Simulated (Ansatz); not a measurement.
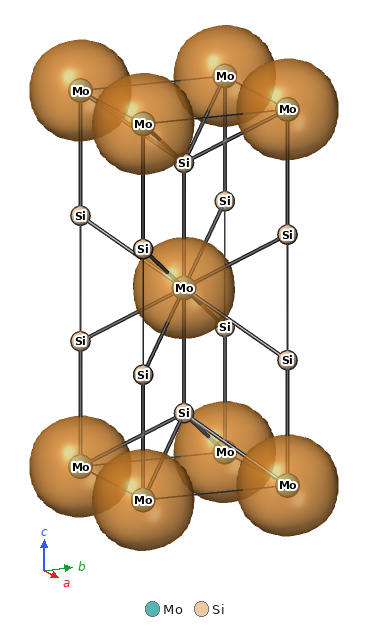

The picture shows: Si2Mo. Isosurface of the valence pseudo-density at 0.6 e/Å³ (orange), seen slightly off an axis. Sticks mark near contacts.

Space group I4/mmm; computed pressure about 2 GPa in this cell.

Theory: Ansatz 0.2.0, Kohn-Sham DFT of a periodic cell, PBE, Ansatz PAW.

The density is the valence pseudo-density of a PAW calculation; it isn't the true density close to the nuclei.

Input

```
crystal:
  lattice:
    - [-1.6, 1.6, 3.9305]
    - [1.6, -1.6, 3.9305]
    - [1.6, 1.6, -3.9305]
  atoms:
    - { symbol: Mo, position: [0.0, 0.0, 0.0] }
    - { symbol: Si, position: [0.667, 0.667, 0.0] }
    - { symbol: Si, position: [0.333, 0.333, 0.0] }
hamiltonian:
  xc: pbe
  pseudopotentials: { kind: paw }
kpoints:
  mp_grid: { grid: [12, 12, 12] }
scf:
  occupations: { method: gaussian, width: 0.03 }
output:
  forces: true
  stress: true
  eigenvalues: true
  write_density: true
  write_potential: true
  elf: true
  volumetric_format: npy
```

Command:

```sh
ansatz run input.yaml --threads 2 --pin off --max-ram 5632MiB --backend cpu --events-out ev --progress --plain --runs-dir out
```

Below, planes, directions and counts refer to the conventional cell (a = 3.20 Å, b = 3.20 Å, c = 7.86 Å, α = 90.00°, β = 90.00°, γ = 90.00°).

> How is the density connected at this value?

At this value the density breaks into separate islands; it holds about 45 % of the electrons treated as valence (semicore included). It bridges none of the near contacts. It is pinched off along the sampled Si–Mo (2.62 Å) contacts. On the grid the lowest density along these lines, outside the cores, is 0.39 e/Å³ (Si–Mo, 2.62 Å).
